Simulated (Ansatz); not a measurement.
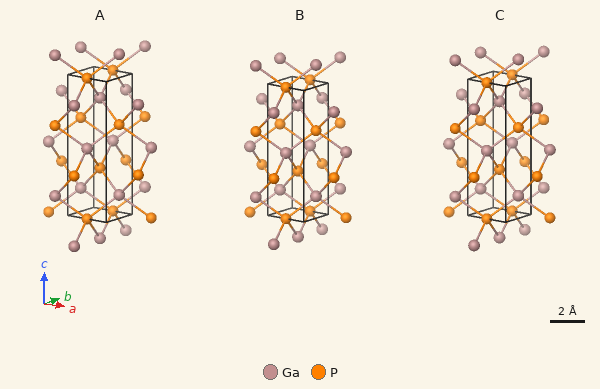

3 geometries from one relaxation of crystalline GaP (a generated structure, set up in P6_222) (coarse preliminary run), in shuffled order. A ball-and-stick model of the cell of the calculation, seen slightly off an axis.

These are results of DFT PBE, scalar-relativistic, plane waves, PAW (Ansatz), not measurements. Settings: plane-wave cutoff 420 eV; k-point mesh 6 × 6 × 2; occupations gaussian; smearing width 0.1 eV; no spin polarisation; cell and atoms relaxed; force threshold 0.04 eV/Å; at most 70 steps.

**Put them in the order of the run, from the start to the converged end.**

B, C, A. They are steps 0, 1, 6, at +222 meV per atom, +24.2 meV per atom relative to the last. Over 4 accepted moves (6 points after the start) the energy falls by 222 meV per atom. All forces vanish by symmetry, so only the cell relaxes. Pressure: 25.32 GPa at the start and 0.02 GPa at the end. The SCF was repeated twice at an unchanged geometry on a basis and grid sized afresh for the cell, which shifted the energy by 2.5 meV per atom at most. The atoms keep their places relative to the cell (all moves are under 0.005 Å). Cell: a = b 3.656 → 3.898 Å (+6.6 %), c 8.007 → 8.575 Å (+7.1 %). Volume +21.8 %. Among the contacts that change: Ga–P 2.263 → 2.417 Å. The space group stays P6_222 (No. 180). Cost: 31 s on 1 thread of Arm Neoverse V2, with other jobs on the host, peak memory 0.33 GiB.
